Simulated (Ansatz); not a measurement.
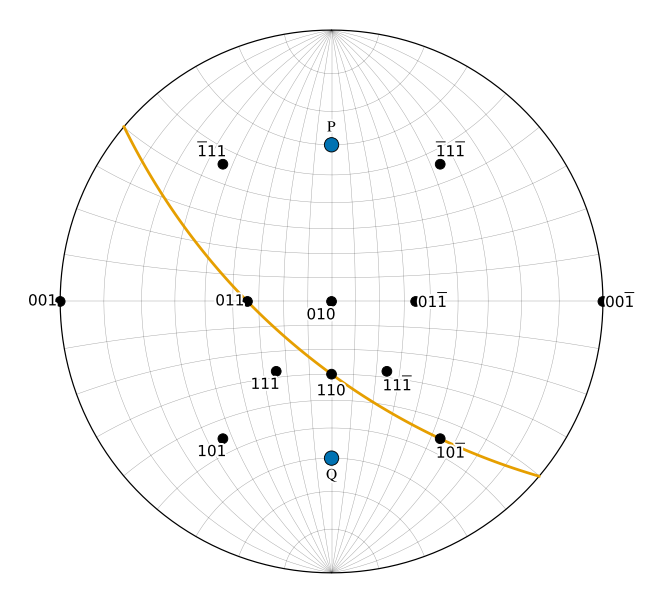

For AlN, the end point of a relaxation with Ansatz, DFT, PBE, plane waves, PAW; the starting structure was generated, so it need not be a known form of this composition: stereographic projection of plane normals (upper hemisphere) centred on (0 1 0). All values are computed from the atomic coordinates in the standard setting (tolerance 0.002 Å).

a = 3.314 Å, b = 3.314 Å, c = 4.186 Å, α = 90.00°, β = 90.00°, γ = 120.00°.

> Index the poles marked P, Q.

P is (−1 1 0), in four indices (−1 1 0 0), 60.0° from the centre; Q is (1 0 0), in four indices (1 0 −1 0), 60.0° from the centre.

> Which zone does the coloured great circle trace?

The zone [1 −1 1]: its poles satisfy h − k + l = 0.

> What is the angle between the normals of (1 0 −1) and (0 1 1), and what are their d_hkl = 1/|g|?

88.8°; d = 2.367 Å and 2.367 Å.
